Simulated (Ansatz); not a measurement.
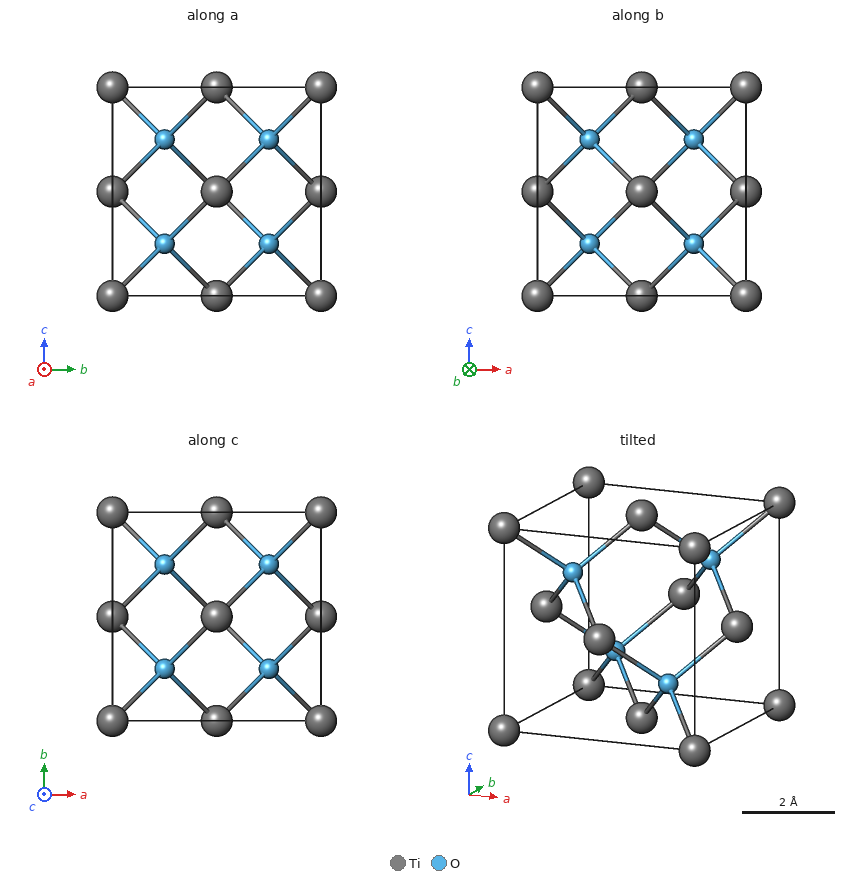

The image is a ball-and-stick drawing of a crystal, viewed along the a axis, along the b axis, along the c axis and slightly off an axis. The outline marks the conventional unit cell.

Lattice parameters: a = 4.580 Å, b = 4.580 Å, c = 4.580 Å, α = 90.00°, β = 90.00°, γ = 90.00°. Put a along x and b in the xy plane.

Question: Write the structure as a POSCAR file.

Answer:
```
Ti O
1.0
     4.580    0.000    0.000
     0.000    4.580    0.000
     0.000    0.000    4.580
Ti O
4 4
Direct
  0.0000 0.0000 0.0000
  0.0000 0.5000 0.5000
  0.5000 0.0000 0.5000
  0.5000 0.5000 0.0000
  0.2500 0.2500 0.7500
  0.2500 0.7500 0.2500
  0.7500 0.2500 0.2500
  0.7500 0.7500 0.7500
```

The initial geometry was a structure type filled with these elements by a generator (whether the compound takes this form wasn't checked). The geometry is the end of a relaxation with DFT PBEsol, scalar-relativistic, plane waves, PAW in Ansatz.
